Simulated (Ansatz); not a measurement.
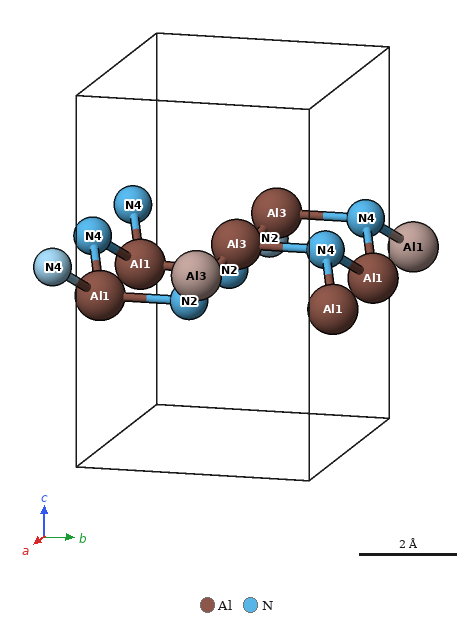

Figure 1. The structure as given in the input (ball-and-stick view of the 2 × 1 repeat of the cell, with the vacuum cut short, seen slightly off an axis; neighbours outside the cell are drawn fainter; atoms are numbered from 1 in the order of the input). Near neighbours in the crystal (not all of them lie inside the picture): Al has 3 N at 1.90 to 1.91 Å; N has 3 Al at 1.90 to 1.91 Å.

Single-point calculation of AlN

System: AlN (slab, 4 atoms in the cell).
Method: DFT, PBE, all-electron LAPW, scalar-relativistic, no spin polarisation (Ansatz 0.2.0).

Figures and captions count atoms from 1; the log counts them from 0 in places.

Output
```
Al: projections on atomic orbitals take those of the free atom 1s2 2s2 2p6 3s2 3p1, of charge +0.00 (hamiltonian.pseudopotentials.projection_atoms)
N: projections on atomic orbitals take those of the free atom 1s2 2s2 2p3, of charge +0.00 (hamiltonian.pseudopotentials.projection_atoms)
LAPW: plane waves up to 9.892 Å⁻¹, error target 1.0e-3 eV per atom; small_component_spin mean_spin; N in spheres of 0.914 Å, 7 of its electrons in bands, Dirac shells []; Al in spheres of 0.989 Å, 11 of its electrons in bands, Dirac shells [] (how accurate: hamiltonian.pseudopotentials.lapw.basis_error, Limitations)
Engine: ansatz 0.2.0, x86_64-unknown-linux-gnu
Pseudopotentials: kind: all_electron
Pseudopotential: Al, LAPW, valence charge 11, lapw/all_electron/scalar/gaussian/Al, Koelling and Harmon's equation, gaussian nucleus
Pseudopotential: N, LAPW, valence charge 7, lapw/all_electron/scalar/gaussian/N, Koelling and Harmon's equation, gaussian nucleus
Functional definition: PBE
  parameter kappa = 0.804
  parameter beta = 0.06672455060314922
  exchange = pbe_x(kappa = kappa, mu = beta*pi^2/3)
  correlation = pbe_c(beta = beta)
Crystal: 4 atoms, lattice volume = 265.513 Å³
Basis set: ecut = 372.80277578959937 eV, 4339 PW (Γ), exchange–correlation at level 2
Bands: 22, of which v1, the nominal top of the filled ones, is band 18 counted from 1 (17 counted from 0)
Symmetry: 2 space group operations
k-points: 24 of 60 (time reversal used)
Non-local potential: Al, projectors of the file, none
Non-local potential: N, projectors of the file, none
Initial density: superposition of atomic densities (neutral atoms: chi_scale 0, normalization atom)
Initial wavefunctions: plane waves of lowest kinetic energy (no species holds an atomic orbital)
Functional: x = pbe(κ = 0.804, μ = 0.2195149727645171), c = pbe(β = 0.06672455060314922)
iter 1 solved again at ethr=5.57e-2 eV; its pass at ethr=1.00e-1 eV (dr2=2.01e1 eV) is discarded
SCF iter   1: F=—  HF=-16203.918809 eV  |F-HF|=—  |Δ(HF+E_count)|=         —  Δρ=6.51e-2  dr2=1.99e1  ethr=5.57e-2  p=0.000 e·Å  D=5.49e-15 V/Å  ΔV_dip=-0.00 eV  dr2_dipole=1.64e-10  V_vac-E_F(+/−)=8.90/8.90 eV  ⟨swp⟩=2.0  Hψ=3713  notcnv=0
efield: sawtooth ramp at fractional position 0.9500 (placed from the atoms, in the widest stretch of the axis that holds none; the zero of the levels goes with the place), width 0.1000; the density the first Hamiltonian is built on has a dipole p = 0.000 e·Å; the dipole correction subtracts the counter field D = 3.14e-14 V/Å, which shifts the + side's vacuum level by -0.00 eV against the − side's; the planar-averaged density in the ramp window peaks in size at 2.8e-6 e/Å³
preconditioner: auto → Resta (q_TF=auto, 1.956 Å⁻¹)  ε∞=1.5  [insulator: Δε(μ)=4.620 eV  Ē_g=12.315 eV  σ=0.020 eV  W_gap=1.00  n_scr=28 (ndim 8)  ℏωp=9.1 eV  f_vac=0.696  D(μ)=0.00/eV (n_scr^D=0)  ε∞_Penn≈1.5  vacuum switching on, ρ_ref=1.1e-2 e/Å³]
SCF iter   2: F=—  HF=-16198.152256 eV  |F-HF|=—  |Δ(HF+E_count)|=    5.77e0  Δρ=3.15e-2  dr2=2.75e0  ethr=5.54e-2  p=-0.000 e·Å  D=-5.11e-6 V/Å  ΔV_dip=0.00 eV  dr2_dipole=2.38e-9  V_vac-E_F(+/−)=4.11/4.11 eV  ⟨swp⟩=3.4  Hψ=1669  notcnv=0  defer=3
SCF iter   3: F=—  HF=-16196.677508 eV  |F-HF|=—  |Δ(HF+E_count)|=    1.47e0  Δρ=1.04e-2  dr2=6.26e-1  ethr=7.63e-3  p=0.000 e·Å  D=8.88e-6 V/Å  ΔV_dip=-0.00 eV  dr2_dipole=1.35e-11  V_vac-E_F(+/−)=5.32/5.32 eV  ⟨swp⟩=3.0  Hψ=1816  notcnv=0
SCF iter   4: F=—  HF=-16196.678233 eV  |F-HF|=—  |Δ(HF+E_count)|=         —  Δρ=9.23e-3  dr2=5.92e-1  ethr=1.74e-3  p=-0.000 e·Å  D=-1.19e-5 V/Å  ΔV_dip=0.00 eV  dr2_dipole=3.85e-9  V_vac-E_F(+/−)=3.34/3.34 eV  ⟨swp⟩=4.1  Hψ=1792  notcnv=0  defer=6
the basis was enlarged: its passes take 841.8 KiB over the memory plan, 1 of 1 planned eigensolver slots
iter 5 solved again at ethr=1.39e-4 eV; its pass at ethr=1.64e-3 eV (dr2=5.00e-2 eV) is discarded
SCF iter   5: F=—  HF=-16196.546595 eV  |F-HF|=—  |Δ(HF+E_count)|=   1.32e-1  Δρ=2.65e-3  dr2=4.90e-2  ethr=1.39e-4  p=-0.000 e·Å  D=-2.63e-5 V/Å  ΔV_dip=0.00 eV  dr2_dipole=4.99e-9  V_vac-E_F(+/−)=3.95/3.95 eV  ⟨swp⟩=2.2  Hψ=2851  notcnv=0  defer=2
SCF iter   6: F=—  HF=-16196.534170 eV  |F-HF|=—  |Δ(HF+E_count)|=   1.24e-2  Δρ=1.06e-4  dr2=3.08e-5  ethr=1.36e-4  p=0.000 e·Å  D=5.72e-5 V/Å  ΔV_dip=-0.00 eV  dr2_dipole=9.97e-8  V_vac-E_F(+/−)=4.18/4.19 eV  ⟨swp⟩=3.6  Hψ=1765  notcnv=0
SCF iter   7: F=—  HF=-16196.534186 eV  |F-HF|=—  |Δ(HF+E_count)|=   1.56e-5  Δρ=4.60e-5  dr2=1.45e-5  ethr=8.56e-8  p=-0.000 e·Å  D=-1.42e-4 V/Å  ΔV_dip=0.00 eV  dr2_dipole=7.54e-7  V_vac-E_F(+/−)=4.18/4.18 eV  ⟨swp⟩=3.5  Hψ=1651  notcnv=0
SCF iter   8: F=—  HF=-16196.534188 eV  |F-HF|=—  |Δ(HF+E_count)|=   2.27e-6  Δρ=5.31e-5  dr2=2.39e-5  ethr=4.04e-8  p=0.000 e·Å  D=2.75e-4 V/Å  ΔV_dip=-0.00 eV  dr2_dipole=3.02e-6  V_vac-E_F(+/−)=4.18/4.18 eV  ⟨swp⟩=3.0  Hψ=1571  notcnv=0
SCF iter   9: F=—  HF=-16196.534184 eV  |F-HF|=—  |Δ(HF+E_count)|=   4.48e-6  Δρ=6.99e-6  dr2=2.61e-7  ethr=4.04e-8  p=0.000 e·Å  D=2.98e-5 V/Å  ΔV_dip=-0.00 eV  dr2_dipole=3.00e-8  V_vac-E_F(+/−)=4.18/4.18 eV  ⟨swp⟩=3.0  Hψ=1534  notcnv=0
SCF iter  10: F=-16196.534184 eV  HF=-16196.534184 eV  |F-HF|=1.38e-8  |Δ(HF+E_count)|=   5.52e-8  Δρ=1.69e-6  dr2=1.67e-8  ethr=7.26e-10  p=-0.000 e·Å  D=-1.15e-5 V/Å  ΔV_dip=0.00 eV  dr2_dipole=1.64e-9  V_vac-E_F(+/−)=4.18/4.18 eV  ⟨swp⟩=3.0  Hψ=1560  notcnv=0
SCF 1 converged in 10 iterations: F = -16196.534184 eV  dr2 = 1.67e-8
```

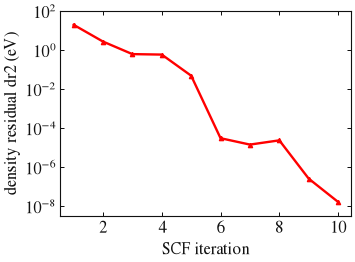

Figure 2. Convergence of the self-consistent field: density residual dr2 against the SCF iteration. The residual falls almost steadily, with no more than small rises.

```
SCF converged after 10 iterations
Free energy (F): -16196.534184 eV
Harris-Foulkes:  -16196.534184 eV  (|F-HF|=1.38e-8)
Internal energy: -16196.534184 eV  (E = F + TS)
E sigma→0 (E₀):  -16196.534184 eV
Fermi energy:    -2.016100 eV
Dipole field:    D = -0.000012 V/Å  (p = -0.000017 e·Å, saw-weighted, corrected)
Work function:   Φ+ = 4.1832 eV   Φ− = 4.1830 eV
Levels:          The Fermi level and band energies are counted from a zero that moves with the ramp; work functions are not
--- Per-component energies (eV) ---
  E_band       = -2828.920550
  E_kinetic    = 16205.631139
  E_xc         = -1386.577878
  E_efield     = 0.000000  (sawtooth field / dipole correction)
  E_electrostatic = -31015.587444  (all electrons and nuclei)
  E_smearing   = -0.000000  (= −TS)
  E_closure    = 0.000000  (closes the sum)
  E_atoms      = -16171.050877  (free atoms, spherical and without spin; not in F)
  Σ components = -16196.534184   (vs F -16196.534184, Δ=0.00e0)
  Basis errors (estimates in eV, not in F): energy 5.4e-4 per atom: plane waves 5.0e-4 (3.2e-4 summed), levels above the bands 3.0e-113, relativity 4.2e-8, radial functions 4.1e-5, core shells 5.5e-11; eigenvalues (radial functions only) 1.8e-6; not estimated: angular momenta, meshes, grids; target (lapw.basis_error) 1.0e-3; muffin-tin radii N 0.914 Å, Al 0.989 Å
--- Forces (eV/Å), atoms counted from 1 ---
  atom   1  Al     0.00000000     0.59253484     3.31190838
  atom   2  N      0.00000000    -0.59259948     1.65451656
  atom   3  Al     0.00000000     0.59262922    -3.31166579
  atom   4  N      0.00000000    -0.59258634    -1.65480651
  max |Σ_I F_I| component: 4.74e-5 eV/Å
--- Stress (GPa, compression-positive) ---
       -1.273762       0.000000       0.000000
        0.000000      -2.580049       0.000036
        0.000000       0.000036      -2.707683
  P = ⅓ Tr σ = -2.1872 GPa (-21.872 kbar)
--- Band table (eV; the first three rows and the last of 24) ---
  k-point 0: bands = ["-376.8789", "-376.8786", "-104.2421", "-104.2415", "-65.8133", "-65.8131", "-65.6547", "-65.6515", "-65.6496", "-65.6488", "-16.3075", "-14.6696", "-7.2317", "-5.4137", "-3.8760", "-3.7365", "-2.7970", "-2.6512", "-1.4788", "0.6279", "2.0827", "2.3156"]
  k-point 1: bands = ["-376.8789", "-376.8786", "-104.2421", "-104.2415", "-65.8133", "-65.8131", "-65.6543", "-65.6514", "-65.6497", "-65.6492", "-16.2187", "-14.8093", "-7.0953", "-5.1622", "-4.4079", "-3.6735", "-2.7360", "-2.6805", "-1.2455", "0.5324", "2.2483", "2.3992"]
  k-point 2: bands = ["-376.8789", "-376.8786", "-104.2420", "-104.2416", "-65.8133", "-65.8131", "-65.6532", "-65.6510", "-65.6503", "-65.6501", "-15.9648", "-15.1609", "-6.7015", "-5.2815", "-4.4946", "-3.4957", "-2.9570", "-2.9327", "-0.7608", "0.2166", "2.6820", "2.7150"]
  k-point 23: bands = ["-376.8789", "-376.8786", "-104.2416", "-104.2415", "-65.8129", "-65.8128", "-65.6560", "-65.6559", "-65.6505", "-65.6504", "-14.8159", "-14.8158", "-7.3051", "-7.3050", "-4.0071", "-4.0071", "-2.9211", "-2.9211", "0.7824", "0.7825", "2.8843", "2.8844"]
--- Löwdin populations: 4 sites ---
  site symbol       q [e]
     0     Al     11.9860
     1      N      7.9218
     2     Al     11.9860
     3      N      7.9218
  spilling = 0.004609 (of n_electrons = 40.000000)
```

File dos.tsv
```
# E-E_F[eV]	g_bin_mean(E)[states/eV]	N(E)
# format = ansatz-dos/2
# fermi_ev = -2.016100
# fermi_mp_grid = 10 6 1
# fermi_mp_shift = 0 0 0
# g_bin_mean(E): the states in a bin one row spacing wide, centred on E, divided by that spacing. States that the method places at a single energy (under output.dos.method: tetrahedron, those of a tetrahedron whose four corners have one energy) are counted whole in the row whose bin holds that energy (on the edge of two bins, in the lower row). The sum of g_bin_mean over a run of rows, times the row spacing, is the number of states from half a spacing under the first of them to half a spacing over the last (a plain sum, not the trapezoid rule).
-14.000000	1.354469e0	2.033267e1
-13.800000	1.409899e0	2.061246e1
-13.600000	1.602783e0	2.091288e1
-13.400000	1.785807e0	2.125064e1
-13.200000	2.137733e0	2.163808e1
-13.000000	2.928688e0	2.213094e1
-12.800000	4.793560e0	2.292232e1
-12.600000	2.963391e0	2.386079e1
-12.400000	0.000000e0	2.400000e1
-12.200000	0.000000e0	2.400000e1
-12.000000	0.000000e0	2.400000e1
-11.800000	0.000000e0	2.400000e1
-11.600000	0.000000e0	2.400000e1
-11.400000	0.000000e0	2.400000e1
-11.200000	0.000000e0	2.400000e1
-11.000000	0.000000e0	2.400000e1
-10.800000	0.000000e0	2.400000e1
-10.600000	0.000000e0	2.400000e1
-10.400000	0.000000e0	2.400000e1
-10.200000	0.000000e0	2.400000e1
-10.000000	0.000000e0	2.400000e1
-9.800000	0.000000e0	2.400000e1
-9.600000	0.000000e0	2.400000e1
-9.400000	0.000000e0	2.400000e1
-9.200000	0.000000e0	2.400000e1
-9.000000	0.000000e0	2.400000e1
-8.800000	0.000000e0	2.400000e1
-8.600000	0.000000e0	2.400000e1
-8.400000	0.000000e0	2.400000e1
-8.200000	0.000000e0	2.400000e1
-8.000000	0.000000e0	2.400000e1
-7.800000	0.000000e0	2.400000e1
-7.600000	0.000000e0	2.400000e1
-7.400000	0.000000e0	2.400000e1
-7.200000	0.000000e0	2.400000e1
-7.000000	0.000000e0	2.400000e1
-6.800000	0.000000e0	2.400000e1
-6.600000	0.000000e0	2.400000e1
-6.400000	0.000000e0	2.400000e1
-6.200000	0.000000e0	2.400000e1
-6.000000	0.000000e0	2.400000e1
-5.800000	0.000000e0	2.400000e1
-5.600000	0.000000e0	2.400000e1
-5.400000	0.000000e0	2.400000e1
-5.200000	1.081837e0	2.403457e1
-5.000000	2.383171e0	2.446735e1
-4.800000	3.000552e0	2.495566e1
-4.600000	3.414822e0	2.568775e1
-4.400000	2.252737e0	2.622511e1
-4.200000	1.311423e0	2.656381e1
-4.000000	1.057452e0	2.679795e1
-3.800000	9.651194e-1	2.700012e1
-3.600000	9.342410e-1	2.718134e1
-3.400000	1.490459e0	2.739984e1
-3.200000	3.042886e0	2.788206e1
-3.000000	1.856894e0	2.842669e1
-2.800000	1.492839e0	2.869471e1
-2.600000	1.973394e0	2.903432e1
-2.400000	4.022626e0	2.968407e1
-2.200000	3.796658e0	3.041418e1
-2.000000	3.462681e0	3.121393e1
-1.800000	3.281559e0	3.178217e1
-1.600000	2.841531e0	3.250695e1
-1.400000	1.883235e0	3.290808e1
-1.200000	2.801562e0	3.335625e1
-1.000000	3.939156e0	3.400059e1
-0.800000	3.915594e0	3.489094e1
-0.600000	3.797571e0	3.590509e1
-0.400000	0.000000e0	3.600000e1
-0.200000	0.000000e0	3.600000e1
0.000000	0.000000e0	3.600000e1
0.200000	0.000000e0	3.600000e1
0.400000	0.000000e0	3.600000e1
0.600000	2.082525e-1	3.600619e1
0.800000	6.611986e-1	3.610632e1
1.000000	7.081799e-1	3.624011e1
1.200000	8.410280e-1	3.639848e1
1.400000	9.425885e-1	3.657476e1
1.600000	1.065696e0	3.677574e1
1.800000	1.203644e0	3.700179e1
2.000000	1.351604e0	3.725747e1
2.200000	1.607410e0	3.754915e1
2.400000	2.128435e0	3.791505e1
2.600000	3.335871e0	3.842883e1
2.800000	4.054135e0	3.930804e1
3.000000	1.891957e0	3.987301e1
3.200000	0.000000e0	4.000000e1
3.400000	0.000000e0	4.000000e1
3.600000	0.000000e0	4.000000e1
3.800000	0.000000e0	4.000000e1
4.000000	2.067685e-5	4.000000e1
4.200000	5.074480e-1	4.002732e1
4.400000	1.208255e0	4.019380e1
4.600000	1.560665e0	4.049843e1
4.800000	1.909947e0	4.083289e1
5.000000	4.552089e0	4.134082e1
5.200000	3.809235e0	4.235295e1
5.400000	3.179726e0	4.304124e1
5.600000	1.963776e0	4.355825e1
5.800000	1.219908e0	4.392553e1
6.000000	8.893024e-2	4.400000e1
6.200000	0.000000e0	4.400000e1
6.400000	0.000000e0	4.400000e1
6.600000	0.000000e0	4.400000e1
6.800000	0.000000e0	4.400000e1
7.000000	0.000000e0	4.400000e1
7.200000	0.000000e0	4.400000e1
7.400000	0.000000e0	4.400000e1
7.600000	0.000000e0	4.400000e1
7.800000	0.000000e0	4.400000e1
8.000000	0.000000e0	4.400000e1
```

File populations.tsv
```
# site	symbol	l	j	q
# orbitals = lowdin
# n_electrons = 40.000000
# spilling = 0.004609
# projection_atom_Al: 1s2 2s2 2p6 3s2 3p1
# projection_atom_N: 1s2 2s2 2p3
0	Al	0_1S	-	1.999822
0	Al	0_2S	-	1.983849
0	Al	0_3S	-	0.719328
0	Al	1_2P	-	5.994665
0	Al	1_3P	-	1.288377
1	N	0_1S	-	1.995407
1	N	0_2S	-	1.523981
1	N	1_2P	-	4.402390
2	Al	0_1S	-	1.999822
2	Al	0_2S	-	1.983849
2	Al	0_3S	-	0.719320
2	Al	1_2P	-	5.994665
2	Al	1_3P	-	1.288360
3	N	0_1S	-	1.995407
3	N	0_2S	-	1.523987
3	N	1_2P	-	4.402412
```

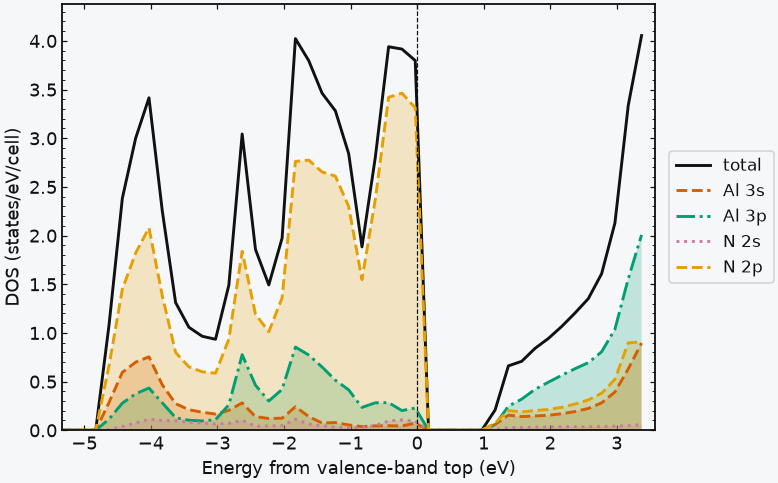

Figure 3. Density of states (projected on atomic shells), with energies from the valence-band top. There is a gap of 1.11 eV on the k-point mesh.

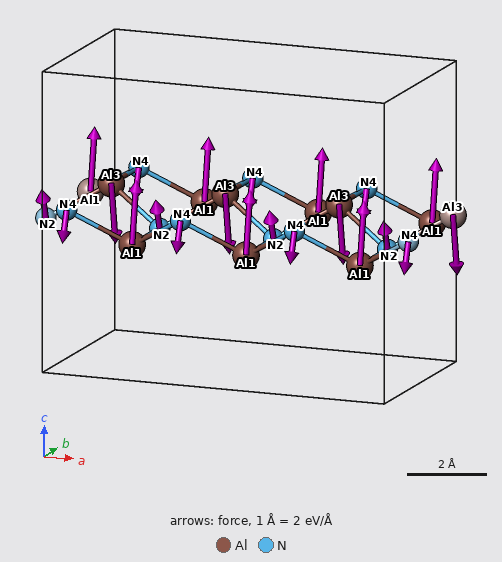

Figure 4. Forces on the atoms as pink arrows (ball-and-stick view of the 3 × 1 repeat of the cell, with the vacuum cut short, seen slightly off an axis; neighbours outside the cell are drawn fainter; atoms are numbered from 1 in the order of the input). The largest act on Al1, Al3 (3.36 eV/Å); N2, N4 (1.76 eV/Å). The geometry is not a stationary point of this energy.

This output came from the following input.

Input
```yaml
crystal:
  lattice:
    - [3.1301578475, 0.0, 0.0]
    - [0.0, 5.0181095988, 0.0]
    - [0.0, 0.0, 16.9036]
  atoms:
    - { symbol: Al, position: [0.75, 0.059240306, 0.4732720032] }
    - { symbol: "N", position: [0.75, 0.440759694, 0.4732720032] }
    - { symbol: Al, position: [0.25, 0.559240306, 0.5267279968] }
    - { symbol: "N", position: [0.25, 0.940759694, 0.5267279968] }
kpoints:
  mp_grid: { grid: [10, 6, 1] }
scf:
  occupations: { method: fermi_dirac, width: 0.02 }
hamiltonian:
  xc: pbe
  pseudopotentials: { kind: all_electron, lapw: { basis_error: 0.001 } }
output:
  forces: true
  stress: true
  eigenvalues: true
  populations: true
  dos: { projected: true, de: 0.2, e_range: [-14, 8] }
efield:
  axis: 3
  amplitude: 0
  dipole_correction: true
```

Command:
```bash
ansatz run input.yaml --threads 1 --pin off --max-ram 3584MiB --backend cpu --events-out ev --progress --plain --runs-dir out
```

Results in brief

```tsv
quantity	value
outcome	converged
electrons in bands (core shells apart)	36
free energy	−16196.5342 eV
Fermi energy	−2.016 eV
gap on the k-point mesh	1.11 eV
largest force (length of the vector)	3.364 eV/Å
hardware	1 thread of AMD EPYC (Zen 3), 32 GiB of memory available, shared host
wall time	99 s
peak memory	1.7 GiB
```
